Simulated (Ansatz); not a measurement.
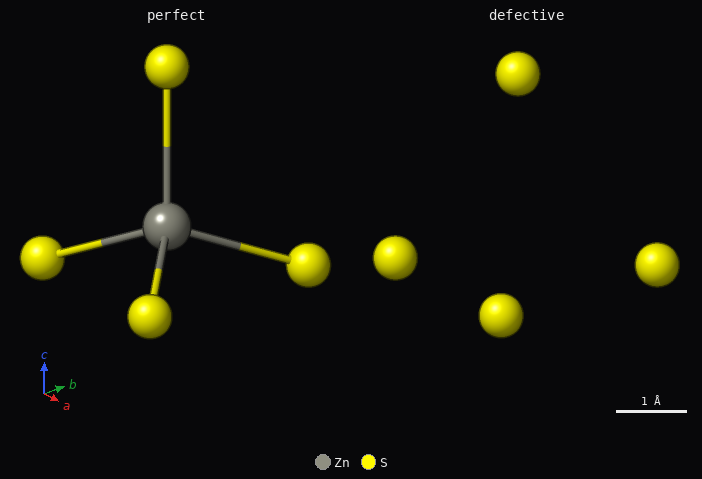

Left: perfect ZnS. Right: the same region with one point defect, after relaxing the atoms in a supercell of 48 sites. Style: ball-and-stick. Shown: the atoms within 3.8 Å of one point, slightly off an axis.

Computed with DFT PBE, scalar-relativistic, plane waves, PAW (Ansatz 0.2.0). Settings: plane-wave cutoff 420 eV; k-point mesh 1 × 1 × 1; occupations gaussian; smearing width 0.01 eV; collinear spin. The cell is small and the k-mesh coarse, so the numbers are rough. The axes drawn are those of the host's conventional cell.

Q: What kind of defect was made?

A: A zinc atom is taken out (a vacancy).

The charge state of the cell is 0.

Q: What does the relaxation do around it?

A: Around the empty Zn site the host had 4 S at 2.36 Å; after relaxation the nearest atoms are 4 S at 2.26 to 2.32 Å. Of the host's atoms, a sulfur atom moves furthest from its site, by 0.10 Å. The cell's net moment is 2.00 μB. Relaxing the atoms from the host's sites lowers the energy by 0.18 eV. At a tolerance of 0.02 Å the relaxed supercell has space group R3.
